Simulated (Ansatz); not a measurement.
## Two runs on CaO

System: CaO (4 atoms in the cell).
Method of run A: Kohn-Sham DFT of a periodic cell, PBE, Ansatz PAW, no spin polarisation (Ansatz 0.2.0).

The structure derives from a Materials Project entry. Text and figures count atoms from 1; the logs count them from 0 in places.

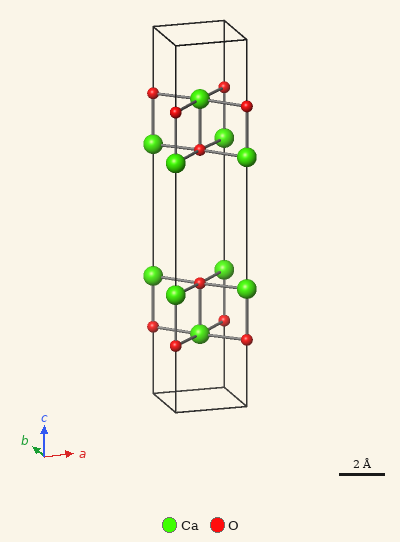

Figure 1. The structure (ball-and-stick view of the cell 2 times as large as that of the calculation, set on its symmetry axes, seen slightly off an axis). Near neighbours in the crystal (not all of them lie inside the picture): Ca has 5 O at 2.36 Å; O has 5 Ca at 2.36 Å.

**The input, run A**
```yaml
crystal:
  lattice:
    - [-1.667634, 1.667634, 8.513492]
    - [1.667634, -1.667634, 8.513492]
    - [1.667634, 1.667634, -8.513492]
  atoms:
    - { symbol: Ca, position: [0.679597, 0.679597, 0.0] }
    - { symbol: Ca, position: [0.320403, 0.320403, 0.0] }
    - { symbol: O, position: [0.818186, 0.818186, 0.0] }
    - { symbol: O, position: [0.181814, 0.181814, 0.0] }
hamiltonian:
  xc: pbe
  pseudopotentials: { kind: paw }
kpoints:
  mp_grid: { grid: [11, 11, 11] }
scf:
  occupations: { method: fermi_dirac, width: 0.05 }
output:
  forces: true
  stress: true
  eigenvalues: true
```

Launched with:
```bash
ansatz run input.yaml --threads 2 --pin off --max-ram 5120MiB --backend cpu --events-out ev --progress --plain --runs-dir out
```

Hardware: 2 threads of Intel Xeon @ 2.50GHz (Skylake/Cascade Lake), 189 GiB of memory available, shared host.

**Output, shortened to warnings, some set-up lines, iterations and results (run A)**
```
Basis set: ecut = 420 eV, 1865 PW (Γ), FFT grids on a1+a3, a2+a3, a3, exchange–correlation on 48×48×120 points (8 copies of the dense FFT grid, shifted against one another)
Symmetry: 16 space group operations
k-points: 126 of 1331
Initial density: superposition of atomic densities (neutral atoms: chi_scale 0, normalization atom), corrected by the library's trained network
[...]
SCF iter   1: F=—  HF=-4774.606193 eV  |F-HF|=—  |Δ(HF+E_count)|=         —  Δρ=1.48e-3  dr2=5.39e-3  ethr=1.77e-3  ⟨swp⟩=7.7  Hψ=14189  notcnv=0
SCF iter   2: F=—  HF=-4774.606766 eV  |F-HF|=—  |Δ(HF+E_count)|=   5.73e-4  Δρ=1.16e-3  dr2=1.48e-3  ethr=1.68e-5  ⟨swp⟩=2.0  Hψ=4971  notcnv=0
SCF iter   3: F=—  HF=-4774.606685 eV  |F-HF|=—  |Δ(HF+E_count)|=   8.16e-5  Δρ=6.07e-4  dr2=3.11e-4  ethr=4.64e-6  ⟨swp⟩=2.0  Hψ=3639  notcnv=0
SCF iter   4: F=—  HF=-4774.606679 eV  |F-HF|=—  |Δ(HF+E_count)|=   5.18e-6  Δρ=1.91e-4  dr2=2.90e-5  ethr=9.72e-7  ⟨swp⟩=2.0  Hψ=3258  notcnv=0
SCF iter   5: F=—  HF=-4774.606845 eV  |F-HF|=—  |Δ(HF+E_count)|=   1.66e-4  Δρ=5.90e-5  dr2=3.09e-6  ethr=9.06e-8  ⟨swp⟩=2.0  Hψ=3769  notcnv=0
SCF iter   6: F=-4774.606845 eV  HF=-4774.606845 eV  |F-HF|=3.61e-8  |Δ(HF+E_count)|=   7.37e-8  Δρ=9.61e-6  dr2=9.55e-8  ethr=3.13e-10  ⟨swp⟩=5.2  Hψ=13360  notcnv=0
SCF 1 converged in 6 iterations: F = -4774.606845 eV  dr2 = 9.55e-8
SCF converged after 6 iterations
Free energy (F): -4774.606845 eV
Harris-Foulkes:  -4774.606845 eV  (|F-HF|=3.61e-8)
Internal energy: -4774.606845 eV  (E = F + TS)
E sigma→0 (E₀):  -4774.606845 eV
Fermi energy:    4.134242 eV
--- Per-component energies (eV) ---
  E_band       = -355.611143
  E_kinetic    = 910.464948
  E_local      = -4595.905463  (includes V_loc(G=0)·N_el)
  E_nonlocal   = 223.012442
  E_hartree    = 1921.076213
  E_xc         = -425.679761
  E_vxc        = -535.429290  (∫ρ·V_xc dr)
  E_paw        = -2032.427524  (= ΣΔE_a)
  E_vpaw       = -199.912730  (= ΣTr[D̂ρ^β])
  E_aug_tail   = 0.004829  (compensation charges beyond the density's cutoff)
  E_ewald      = -775.152529
  E_smearing   = -0.000000  (= −TS)
  E_closure    = 0.000000  (closes the sum)
  Σ components = -4774.606845   (vs F -4774.606845, Δ=0.00e0)
--- Forces (eV/Å), atoms counted from 1 ---
  atom   1  Ca     0.00000000    -0.00000000     0.05287339
  atom   2  Ca    -0.00000000    -0.00000000    -0.05287339
  atom   3  O     -0.00000000     0.00000000    -0.00087515
  atom   4  O      0.00000000    -0.00000000     0.00087515
  max |Σ_I F_I| component: 2.78e-17 eV/Å
--- Stress (GPa, compression-positive) ---
       -0.650699      -0.000000       0.000000
       -0.000000      -0.650699      -0.000000
        0.000000       0.000000      -0.207984
  P = ⅓ Tr σ = -0.5031 GPa (-5.031 kbar)
```

The input of run B differs as follows (lines with − go, lines with + come):
```diff
-    - [-1.667634, 1.667634, 8.513492]
-    - [1.667634, -1.667634, 8.513492]
-    - [1.667634, 1.667634, -8.513492]
+    - [-1.6335911008, 1.6335911008, 8.3396984999]
+    - [1.6335911008, -1.6335911008, 8.3396984999]
+    - [1.6335911008, 1.6335911008, -8.3396984999]
+  write_density: true
+  write_potential: true
+  elf: true
+  volumetric_format: npy
```

What does this change do to the results?

With the same functional and potentials, run B lies 13.0 meV per atom higher. The pressure goes from −0.50 to 3.66 GPa. The largest force goes from 0.053 to 0.320 eV/Å. The volume per atom goes from 23.68 to 22.26 Å³. The cell is scaled evenly with the atoms at fixed fractional positions, so −ΔP/Δ ln V estimates the bulk modulus midway between the two volumes: about 67 GPa. The SCF takes 7 iterations against 6. The plane waves at Γ go from 1865 to 1743.

**Output, shortened to warnings, some set-up lines, iterations and results (run B)**
```
WARN: The input density's exchange-correlation potential varies sharply where the density is thin. Do not read a vacuum level from v_tot or v_xc, or from such a field of the output density. On a cell that repeats whose density bears no net charge and no dipole along the vacuum's axis use v_es (v_loc + v_h of the components); under efield.dipole_correction with no amplitude use v_es + v_field, …
Basis set: ecut = 420 eV, 1743 PW (Γ), FFT grids on a1−a2, a2, a1+a3, exchange–correlation on 64×120×48 points (8 copies of the dense FFT grid, shifted against one another)
Symmetry: 16 space group operations
k-points: 126 of 1331
Initial density: superposition of atomic densities (neutral atoms: chi_scale 0, normalization atom), corrected by the library's trained network
[...]
SCF iter   1: F=—  HF=-4774.554753 eV  |F-HF|=—  |Δ(HF+E_count)|=         —  Δρ=1.58e-3  dr2=5.68e-3  ethr=1.77e-3  ⟨swp⟩=7.8  Hψ=14287  notcnv=0
SCF iter   2: F=—  HF=-4774.554900 eV  |F-HF|=—  |Δ(HF+E_count)|=   1.47e-4  Δρ=1.17e-3  dr2=1.42e-3  ethr=1.77e-5  ⟨swp⟩=2.0  Hψ=4888  notcnv=0
SCF iter   3: F=—  HF=-4774.554827 eV  |F-HF|=—  |Δ(HF+E_count)|=   7.26e-5  Δρ=6.65e-4  dr2=3.49e-4  ethr=4.44e-6  ⟨swp⟩=2.0  Hψ=3628  notcnv=0
SCF iter   4: F=—  HF=-4774.554786 eV  |F-HF|=—  |Δ(HF+E_count)|=   4.13e-5  Δρ=2.04e-4  dr2=4.70e-5  ethr=1.09e-6  ⟨swp⟩=2.0  Hψ=3272  notcnv=0
SCF iter   5: F=—  HF=-4774.554864 eV  |F-HF|=—  |Δ(HF+E_count)|=   7.78e-5  Δρ=7.10e-5  dr2=5.61e-6  ethr=1.47e-7  ⟨swp⟩=2.0  Hψ=3637  notcnv=0
SCF iter   6: F=—  HF=-4774.554864 eV  |F-HF|=—  |Δ(HF+E_count)|=   4.81e-8  Δρ=1.41e-5  dr2=3.11e-7  ethr=1.75e-8  ⟨swp⟩=2.0  Hψ=3239  notcnv=0
SCF iter   7: F=-4774.554864 eV  HF=-4774.554864 eV  |F-HF|=1.94e-8  |Δ(HF+E_count)|=   2.31e-7  Δρ=4.03e-6  dr2=1.80e-8  ethr=3.13e-10  ⟨swp⟩=10.9  Hψ=19143  notcnv=0
SCF 1 converged in 7 iterations: F = -4774.554864 eV  dr2 = 1.80e-8
WARN: The input density's exchange-correlation potential varies sharply where the density is thin. Do not read a vacuum level from v_tot or v_xc, or from such a field of the output density. On a cell that repeats whose density bears no net charge and no dipole along the vacuum's axis use v_es …
SCF converged after 7 iterations
Free energy (F): -4774.554864 eV
Harris-Foulkes:  -4774.554864 eV  (|F-HF|=1.94e-8)
Internal energy: -4774.554864 eV  (E = F + TS)
E sigma→0 (E₀):  -4774.554864 eV
Fermi energy:    4.568222 eV
--- Per-component energies (eV) ---
  E_band       = -339.150067
  E_kinetic    = 914.746522
  E_local      = -4583.591138  (includes V_loc(G=0)·N_el)
  E_nonlocal   = 223.516122
[...]
```

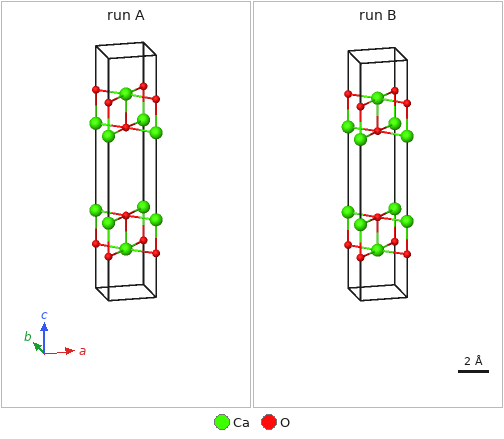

Figure 2. The two input geometries at one scale (ball-and-stick view of the cell 2 times as large as that of the calculation, set on its symmetry axes, seen slightly off an axis). No atom moves by more than 0.005 Å relative to the cell. Cell: a = b 3.335 → 3.267 Å (−2.0 %), c 17.027 → 16.679 Å (−2.0 %). Volume −6.0 %. Among the contacts that change: Ca–O 2.359 → 2.311 Å.

**The two runs side by side**

| quantity | run A | run B |
| --- | --- | --- |
| outcome | converged | converged |
| free energy per atom (eV) | −1193.6517 | −1193.6387 |
| gap on the mesh (eV) | 2.09 | 2.09 |
| pressure (GPa) | −0.50 | 3.66 |
| volume per atom (Å³) | 23.68 | 22.26 |
| largest force (eV/Å) | 0.053 | 0.320 |
| SCF iterations | 6 | 7 |
| irreducible k-points | 126 | 126 |
| plane waves at Γ | 1865 | 1743 |
| wall time (shared host) | 11 s | 15 s |

For run B: Warnings: the exchange-correlation potential is rough where the density is thin.
